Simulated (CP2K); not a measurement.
**Run report: AlN, single-point calculation**

System: AlN (P6₃mc, 4 atoms in the cell).
Method: with the settings of its input (CP2K 2026.2).

The structure was built on a prototype by a generator. The geometry comes from this level: r2SCAN. It belongs to a series of runs on one base structure; here: XC_FUNCTIONAL = PADE.

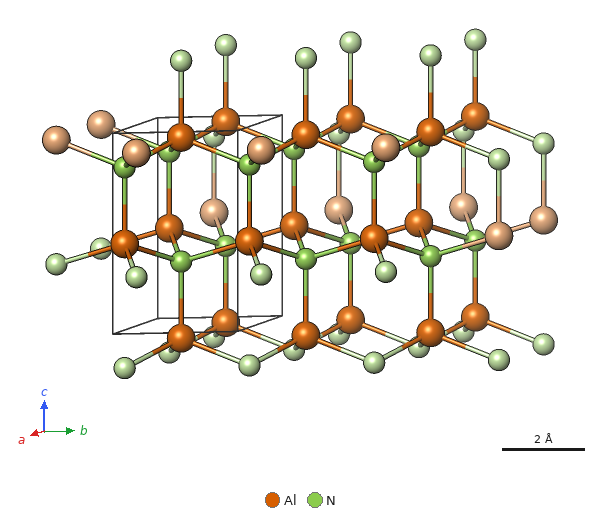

Figure 1. The structure (ball-and-stick view of the cell of the calculation, repeated 2 × 3 × 1, seen slightly off an axis; neighbours outside the cell are drawn fainter).

## Input file
```
&GLOBAL
 PROJECT run
 RUN_TYPE ENERGY_FORCE
 PRINT_LEVEL LOW
&END GLOBAL
&FORCE_EVAL
 METHOD QS
 STRESS_TENSOR ANALYTICAL
 &DFT
  BASIS_SET_FILE_NAME BASIS_MOLOPT
  POTENTIAL_FILE_NAME GTH_POTENTIALS
  &QS
   EXTRAPOLATION USE_GUESS
  &END QS
  &MGRID
   CUTOFF 500
   REL_CUTOFF 50
  &END MGRID
  &XC
   &XC_FUNCTIONAL PADE
   &END XC_FUNCTIONAL
  &END XC
  &KPOINTS
   SCHEME MONKHORST-PACK 5 5 5
   SYMMETRY F
   FULL_GRID F
  &END KPOINTS
  &SCF
   ADDED_MOS 10
   EPS_SCF 1e-6
   MAX_SCF 80
   &DIAGONALIZATION
   &END DIAGONALIZATION
   &MIXING
    METHOD BROYDEN_MIXING
    ALPHA 0.3
   &END MIXING
   &SMEAR
    METHOD FERMI_DIRAC
    ELECTRONIC_TEMPERATURE [K] 232
   &END SMEAR
   &PRINT
    &ITERATION_INFO
    &END ITERATION_INFO
   &END PRINT
  &END SCF
  &PRINT
   &BAND_STRUCTURE
    FILE_NAME bands.bs
    ADDED_MOS 6
    &KPOINT_SET
     UNITS B_VECTOR
     SPECIAL_POINT 0.00000000 0.00000000 0.00000000
     NPOINTS 0
    &END KPOINT_SET
    &KPOINT_SET
     UNITS B_VECTOR
     SPECIAL_POINT 0.50000000 0.00000000 0.00000000
     NPOINTS 0
    &END KPOINT_SET
    &KPOINT_SET
     UNITS B_VECTOR
     SPECIAL_POINT 0.33333333 0.33333333 0.00000000
     NPOINTS 0
    &END KPOINT_SET
    &KPOINT_SET
     UNITS B_VECTOR
     SPECIAL_POINT 0.00000000 0.00000000 0.50000000
     NPOINTS 0
    &END KPOINT_SET
    &KPOINT_SET
     UNITS B_VECTOR
     SPECIAL_POINT 0.50000000 0.00000000 0.50000000
     NPOINTS 0
    &END KPOINT_SET
    &KPOINT_SET
     UNITS B_VECTOR
     SPECIAL_POINT 0.33333333 0.33333333 0.50000000
     NPOINTS 0
    &END KPOINT_SET
   &END BAND_STRUCTURE
  &END PRINT
 &END DFT
 &SUBSYS
  &CELL
   A 3.10669376 0.00000000 0.00000000
   B -1.55334688 2.69047572 0.00000000
   C 0.00000000 -0.00000000 4.97859155
  &END CELL
  &COORD
   SCALED
   Al 0.33333333 0.66666667 -0.00329547
   Al 0.66666667 0.33333333 0.49670453
   N 0.33333333 0.66666667 0.37829547
   N 0.66666667 0.33333333 0.87829547
  &END COORD
  &KIND Al
   BASIS_SET SZV-MOLOPT-SR-GTH
   POTENTIAL GTH-PBE
  &END KIND
  &KIND N
   BASIS_SET SZV-MOLOPT-SR-GTH
   POTENTIAL GTH-PBE
  &END KIND
 &END SUBSYS
 &PRINT
  &STRESS_TENSOR
  &END STRESS_TENSOR
  &FORCES
  &END FORCES
 &END PRINT
&END FORCE_EVAL
```

Hardware: 2 threads of Arm Neoverse N1, 98 GiB of memory available, shared host.

Command:
```bash
cp2k.psmp -i run.inp
```

## Output
```
CP2K| version string:                                       CP2K version 2026.2
 CP2K|            -lib tblite libvori libbqb
 CP2K| Input file name                                                   run.inp

 GLOBAL| Force Environment number                                              1
 GLOBAL| Cholesky decomposition library                                ScaLAPACK
 GLOBAL| Direct generalized diagonalization requested                          F
 GLOBAL| Matrix multiplication library                                 ScaLAPACK

 GENERATE|  Preliminary Number of Bonds generated:                             0
 GENERATE|  Achieved consistency in connectivity generation.

 *******************************************************************************
 *******************************************************************************
 **                                                                           **
 **     #####                         ##              ##                      **
 **    ##   ##            ##          ##              ##                      **
 **   ##     ##                       ##            ######                    **
 **   ##     ##  ##   ##  ##   #####  ##  ##   ####   ##    #####    #####    **
 **   ##     ##  ##   ##  ##  ##      ## ##   ##      ##   ##   ##  ##   ##   **
 **   ##  ## ##  ##   ##  ##  ##      ####     ###    ##   ######   ######    **
 **    ##  ###   ##   ##  ##  ##      ## ##      ##   ##   ##       ##        **
 **     #######   #####   ##   #####  ##  ##  ####    ##    #####   ##        **
 **           ##                                                    ##        **
 **                                                                           **
 **                                                ... make the atoms dance   **
 **                                                                           **
 **                      J. Chem. Phys. 152, 194103 (2020)                    **
 **                                                                           **
 *******************************************************************************

 *** available. The full set of unoccupied MOs will be used. Use           ***
 *** 'ADDED_MOS -1' to always use all available MOs and to get rid of this ***
 *** warning.                                                              ***

 TOTAL NUMBERS AND MAXIMUM NUMBERS

  Total number of            - Atomic kinds:                                   2
                             - Atoms:                                          4
                             - Shell sets:                                     4
                             - Shells:                                         8
                             - Primitive Cartesian functions:                 18
                             - Cartesian basis functions:                     16
                             - Spherical basis functions:                     16

  Maximum angular momentum of- Orbital basis functions:                        1
                             - Local part of the GTH pseudopotential:          2
                             - Non-local part of the GTH pseudopotential:      2

 SCF PARAMETERS         Density guess:                                    ATOMIC
                        --------------------------------------------------------
                        max_scf:                                              80
                        max_scf_history:                                       0
                        max_diis:                                              4
                        --------------------------------------------------------
                        eps_scf:                                        1.00E-06
                        eps_scf_history:                                0.00E+00
                        eps_diis:                                       1.00E-01
                        eps_eigval:                                     1.00E-05
                        --------------------------------------------------------
                        level_shift [a.u.]:                             0.000000
                        added MOs                                         8    0
                        --------------------------------------------------------
                        Mixing method:                            BROYDEN_MIXING
                                                charge density mixing in g-space
                        --------------------------------------------------------
                        Smear method:                                FERMI_DIRAC
                        Electronic temperature [K]:                        232.0
                        Electronic temperature [a.u.]:                  7.35E-04
                        Accuracy threshold:                             1.00E-10
                        --------------------------------------------------------
                        No outer SCF

 Extrapolation method: initial_guess

 Number of electrons:                                                         16
 Number of occupied orbitals:                                                  8
 Number of molecular orbitals:                                                16

 Number of orbital functions:                                                 16
 Number of independent orbital functions:                                     16

 SCF WAVEFUNCTION OPTIMIZATION

  ------------------------------------------------------------------------------
     1 NoMix/Diag. 0.30E+00    0.4     1.59177504       -24.0273235026 -2.40E+01
     2 Broy./Diag. 0.30E+00    0.7     0.15785121       -22.3361941327  1.69E+00
     3 Broy./Diag. 0.30E+00    0.7     0.08496886       -23.6570673333 -1.32E+00
     4 Broy./Diag. 0.30E+00    0.7     0.00498950       -24.0120638177 -3.55E-01
     5 Broy./Diag. 0.30E+00    0.7     0.00346606       -23.9637536972  4.83E-02
     6 Broy./Diag. 0.30E+00    0.7     0.00002488       -23.9852226018 -2.15E-02
     7 Broy./Diag. 0.30E+00    0.7     0.00003710       -23.9849263684  2.96E-04
     8 Broy./Diag. 0.30E+00    0.7     0.00000446       -23.9849972694 -7.09E-05
     9 Broy./Diag. 0.30E+00    0.7     0.00000661       -23.9850466861 -4.94E-05
    10 Broy./Diag. 0.30E+00    0.7     0.00000038       -23.9850536314 -6.95E-06

  *** SCF run converged in    10 steps ***

  Electronic density on regular grids:        -15.9999999965        0.0000000035
  Core density on regular grids:               15.9999999980       -0.0000000020
  Total charge density on r-space grids:        0.0000000015
  Total charge density g-space grids:           0.0000000015

  Overlap energy of the core charge distribution:               0.00000000062839
  Self energy of the core charge distribution:                -60.98502935044593
  Core Hamiltonian energy:                                     18.33677056943383
  Hartree energy:                                              25.56986485893301
  Exchange-correlation energy:                                 -6.90665970992505
  Electronic entropic energy:                                  -0.00000000000000
  Fermi energy:                                                 0.41896969155111

  Total energy:                                               -23.98505363137573
  Total energy (extrapolated to T->0):                        -23.98505363137573

 KPOINTS| Band Structure Calculation
 KPOINTS| Number of k-point sets                                               6
 KPOINTS| Number of added MOs/bands                                            6
 KPOINTS| Number of k-points in set    1                                       1
 KPOINTS| In units of b-vector [2pi/Bohr]
 KPOINTS| Special point     1 not specifi     0.000000     0.000000     0.000000
 KPOINTS| Time for k-point line                                            0.003
 KPOINTS| Number of k-points in set    2                                       1
 KPOINTS| In units of b-vector [2pi/Bohr]
 KPOINTS| Special point     1 not specifi     0.500000     0.000000     0.000000
 KPOINTS| Time for k-point line                                            0.003
 KPOINTS| Number of k-points in set    3                                       1
 KPOINTS| In units of b-vector [2pi/Bohr]
 KPOINTS| Special point     1 not specifi     0.333333     0.333333     0.000000
 KPOINTS| Time for k-point line                                            0.003
 KPOINTS| Number of k-points in set    4                                       1
 KPOINTS| In units of b-vector [2pi/Bohr]
 KPOINTS| Special point     1 not specifi     0.000000     0.000000     0.500000
 KPOINTS| Time for k-point line                                            0.003
 KPOINTS| Number of k-points in set    5                                       1
 KPOINTS| In units of b-vector [2pi/Bohr]
 KPOINTS| Special point     1 not specifi     0.500000     0.000000     0.500000
 KPOINTS| Time for k-point line                                            0.003
 KPOINTS| Number of k-points in set    6                                       1
 KPOINTS| In units of b-vector [2pi/Bohr]
 KPOINTS| Special point     1 not specifi     0.333333     0.333333     0.500000
 KPOINTS| Time for k-point line                                            0.003

 ENERGY| Total FORCE_EVAL ( QS ) energy [hartree]            -23.985057811992359

 FORCES| Atomic forces [hartree/bohr]
 FORCES|   Atom     x               y               z               |f|
 FORCES|      1  1.20157391E-08  2.77555290E-09  5.19649029E-03   5.19649029E-03
 FORCES|      2 -1.20157887E-08 -3.20481950E-09  5.19648844E-03   5.19648844E-03
 FORCES|      3  1.12156301E-08  3.80422189E-09 -5.31349956E-03   5.31349956E-03
 FORCES|      4 -1.12156545E-08 -3.37456949E-09 -5.31346769E-03   5.31346769E-03
 FORCES| Sum    -7.39278215E-14  3.85803477E-13 -2.33988517E-04
 FORCES| Total atomic force                                       2.33988517E-04

 STRESS| Analytical stress tensor [bar]
 STRESS|                        x                   y                   z
 STRESS|      x        1.36461271349E+05   3.23082472219E-02  -1.52179468098E-08
 STRESS|      y        3.23082472219E-02   1.36461099472E+05  -1.88002573500E-02
 STRESS|      z       -1.52179468098E-08  -1.88002573500E-02   2.05970144432E+05
 STRESS| 1/3 Trace                                             1.59630838418E+05
 STRESS| Determinant                                           3.83550499536E+15

 STRESS| Eigenvectors and eigenvalues of the analytical stress tensor [bar]
 STRESS|                        1                   2                   3
 STRESS| Eigenvalues   1.36461093599E+05   1.36461277221E+05   2.05970144432E+05
 STRESS|      x          -0.178832454666      0.983879541996     -0.000000000000
 STRESS|      y           0.983879541996      0.178832454666     -0.000000270472
 STRESS|      z           0.000000266112      0.000000048370      1.000000000000
```

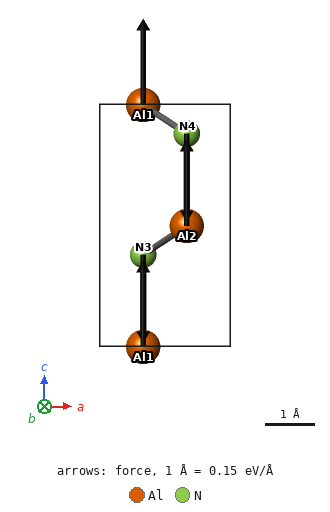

Figure 2. Forces on the atoms as black arrows (ball-and-stick view of the cell of the calculation, along the b axis; atoms are numbered from 1 in the order of the input). The largest act on N3, N4 (0.27 eV/Å); Al1, Al2 (0.27 eV/Å). The geometry is not a stationary point of this energy.

## Summary

| quantity | value |
| --- | --- |
| outcome | converged |
| space group (tolerance 0.01 Å) | P6₃mc (186) |
| electrons treated | 16 |
| free energy | −652.6667 eV |
| band gap | 4.27 eV |
| pressure | 15.96 GPa |
| largest force (length of the vector) | 0.273 eV/Å |
| wall time | 8.5 s (CPU time 15 s) |
| peak memory | 0.22 GiB |

Settings chosen away from the usual ones: XC_FUNCTIONAL = PADE. The cell is under a pressure of 16.0 GPa at this level, so it is not at its equilibrium volume.
